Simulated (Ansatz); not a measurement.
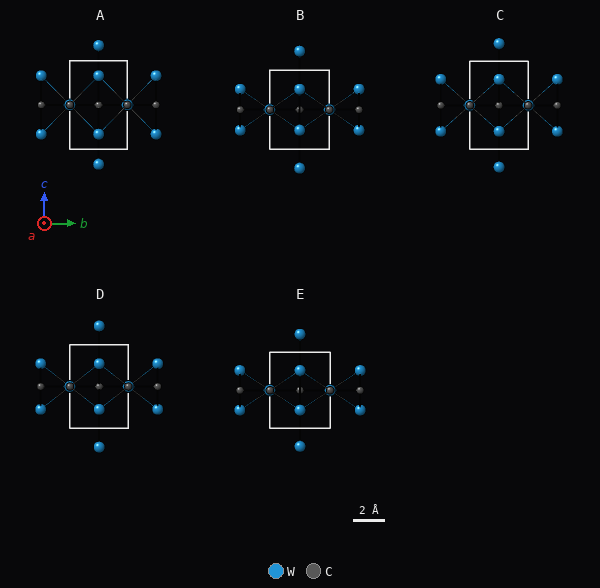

5 geometries from one relaxation of a crystal of W3C2 (a generated structure, set up in P4/mmm) (coarse preliminary run), in shuffled order. A ball-and-stick model of the cell of the calculation, seen along the a axis.

These are results of Ansatz 0.2.0, DFT PBE, scalar-relativistic, plane waves, PAW, not measurements. Set-up: plane-wave cutoff 420 eV; k-point mesh 4 × 4 × 4; occupations gaussian; smearing width 0.1 eV; no spin polarisation; cell and atoms relaxed; force threshold 0.04 eV/Å; at most 70 steps.

Question: Put them in the order of the run, from the start to the converged end.

Answer: A, C, D, B, E. They are steps 0, 1, 2, 3, 8, at +5.914 eV per cell of the calculation, +2.504 eV per cell of the calculation, +0.856 eV per cell of the calculation, +0.136 eV per cell of the calculation relative to the last. The largest moves relative to the cell, 0.34 Å, are those of W atoms. C stays in place. The volume changes by −5.9 %, with a = b 3.778 → 3.960 Å (+4.8 %), c 5.831 → 4.995 Å (−14.3 %). Among the contacts that change: W–W 3.843 → 2.603 Å, W–W 1.988 → 2.391 Å, C–W 2.694 → 2.369 Å, W–W 3.291 → 3.088 Å. New bonds form, among them: W–W (3.84 → 2.60 Å). Bond angles that change, for instance: C–W–C 89.0° → 113.4°, W–C–W 89.0° → 113.4°, W–C–W 91.0° → 66.6°. The space group stays P4/mmm (No. 123). The energy falls by 5.914 eV per cell of the calculation in 7 accepted moves (8 points after the start). The largest force component goes from 13 to 0.005 eV/Å. Pressure: 19.17 GPa at the start and 0.03 GPa at the end. At 1 point the geometry stayed and the basis and grid were re-selected for the new cell (energy shift of 3.3 meV per cell of the calculation at most each time). Cost: 8.9 s on 1 thread of AMD EPYC 9R45 96-Core Processor (Zen 5), on a shared host, peak memory 0.41 GiB.

Limits of the set-up: the k-point mesh is coarse for a cell with partly filled bands.
